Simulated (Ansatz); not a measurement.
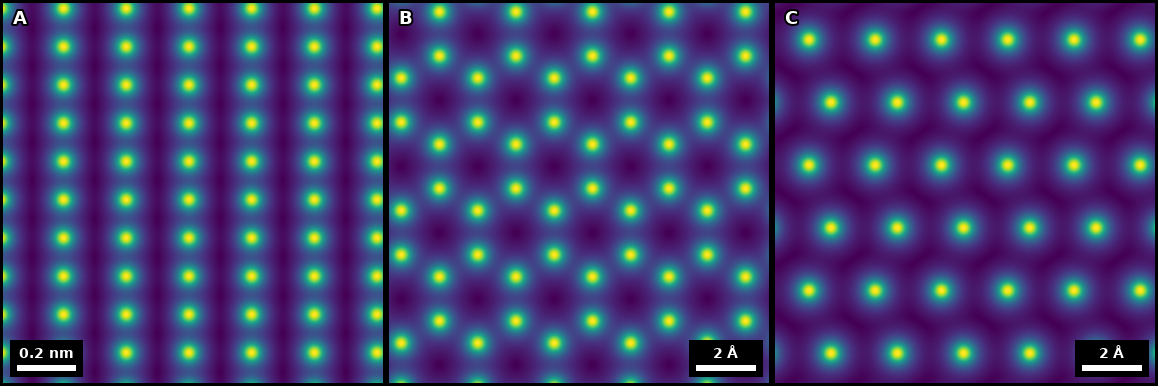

Three views of Cu (P6_3/mmc, No. 194) along different zone axes. Computed as the sum of neutral-atom potentials (tabulated electron scattering factors, B = 0.5 Å²) projected along the beam and smoothed by 0.25 Å; brighter is more positive. The display is stretched by a gamma of 0.6; percentages refer to the linear signal. Structure: the end point of a relaxation with DFT, BLYP, plane waves (420 eV) with PAW, scalar-relativistic in Ansatz 0.2.0; the starting structure was generated, so it need not be a known form of this composition.

```
CELL_PARAMETERS angstrom
2.61739 0.00000 0.00000
-1.30870 2.26673 0.00000
0.00000 0.00000 4.29033
ATOMIC_POSITIONS crystal
Cu 0.33333 0.66667 0.25000
Cu 0.66667 0.33333 0.75000
```

Q: Match the panels to the zone axes [001], [100] and [210].

A is [210]: projected cell 1.31 × 2.15 Å, 90°, plane group p2mm. B is [001]: projected cell 2.62 × 2.62 Å, 120°, plane group p6mm. C is [100]: projected cell 2.27 × 4.29 Å, 90°, plane group p2mg.
